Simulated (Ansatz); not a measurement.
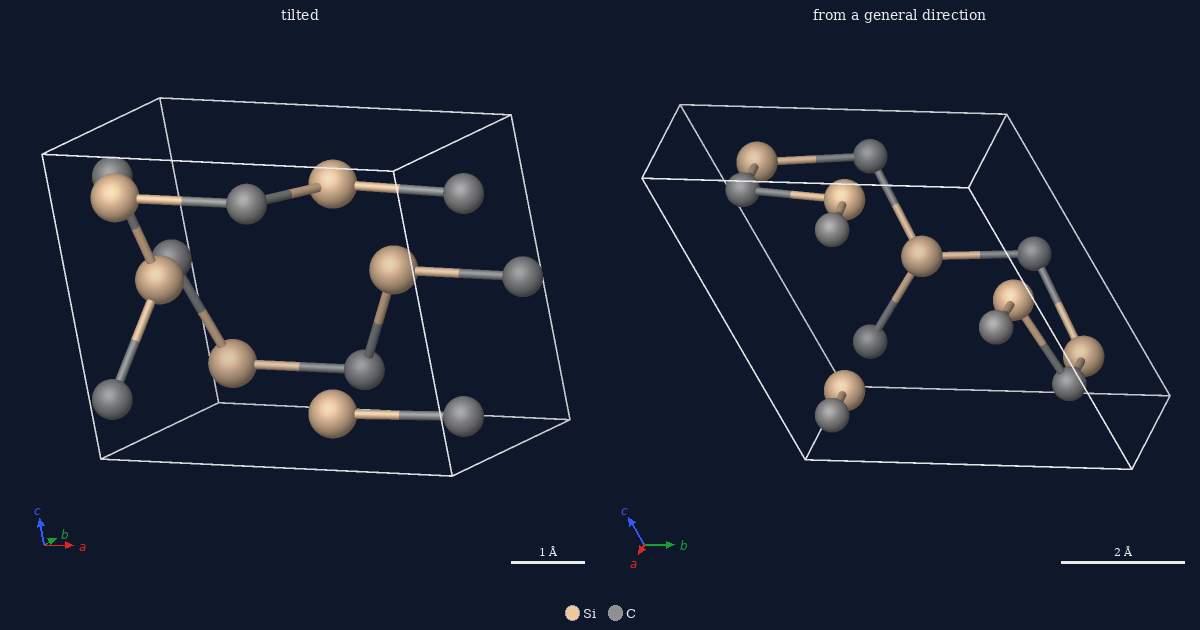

A ball-and-stick rendering, viewed slightly off an axis and from a general direction. Lines trace the edges of the supercell. The host is SiC, in a cell of 12 sites, and the cell carries a charge of +2.

Question: Which defect is modelled here, and what are its neighbours?

Answer: A carbon vacancy. Around the empty site lie four Si at about 2.0 to 2.1 Å.

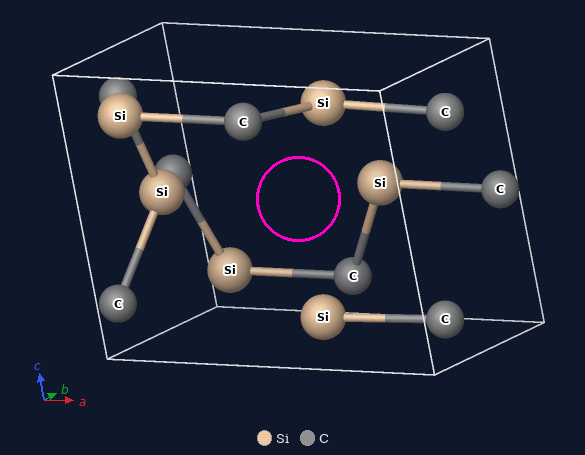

The same cell with a ring at the defect's site.

The atoms were relaxed in the host's cell with DFT PBE, scalar-relativistic, plane waves, PAW (Ansatz 0.2.0).
